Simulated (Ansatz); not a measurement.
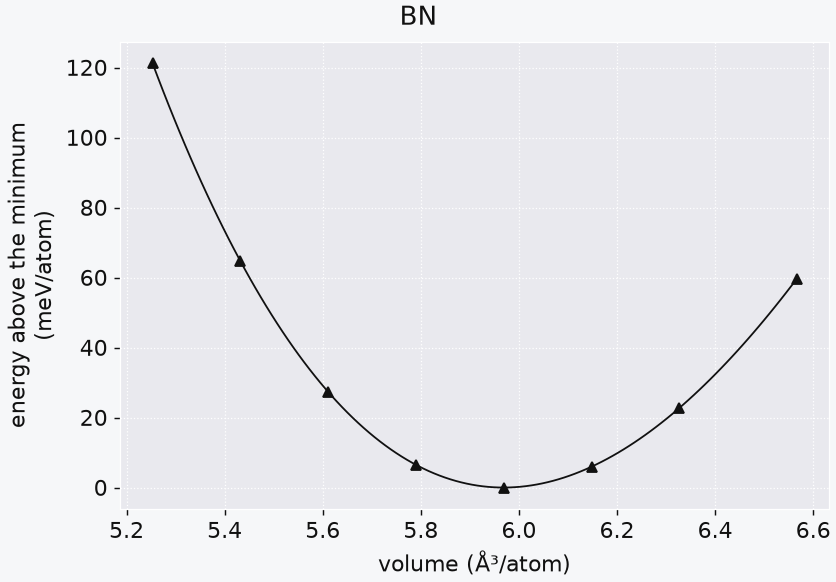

The plot gives the computed energy above the minimum against volume for BN, space group P6_3mc (No. 186).

Structure:
```yaml
crystal:
  lattice:
    - [2.55458, 0.00000, 0.00000]
    - [-1.27729, 2.21233, 0.00000]
    - [0.00000, 0.00000, 4.22451]
  atoms:
    - { symbol: B, position: [0.66667, 0.33333, 0.99981] }
    - { symbol: B, position: [0.33333, 0.66667, 0.49981] }
    - { symbol: N, position: [0.66667, 0.33333, 0.62519] }
    - { symbol: N, position: [0.33333, 0.66667, 0.12519] }
```

Method: third-order Birch-Murnaghan fit to density functional energies at scaled volumes of the given relaxed cell, shape and atoms relaxed at each volume; energies count from the fitted minimum; plane waves with PAW datasets, Γ-centred k mesh (Ansatz 0.2.0). Level: PBE, no spin polarisation.

wave cutoff 420 eV; k mesh 12×12×6; occupations Gaussian; smearing width 0.02 eV.

From this curve and the settings, what does the calculation give for the pressure and gap on the k mesh at the same points?

The pressure falls from 59.96 GPa at volume 5.253 Å³/atom to −29.63 GPa at 6.566 Å³/atom, and changes sign near 5.97 Å³/atom. The gap on the k mesh stays open and runs from 4.926 eV at volume 5.253 Å³/atom to 5.397 eV at 6.566 Å³/atom.

```tsv
volume (Å³/atom)	pressure (GPa)	gap on the k mesh (eV)
5.253	59.96	4.926
5.432	41.62	5.015
5.611	25.72	5.091
5.790	11.95	5.166
5.969	-0.01	5.227
6.148	-10.40	5.285
6.327	-19.42	5.338
6.566	-29.63	5.397
```
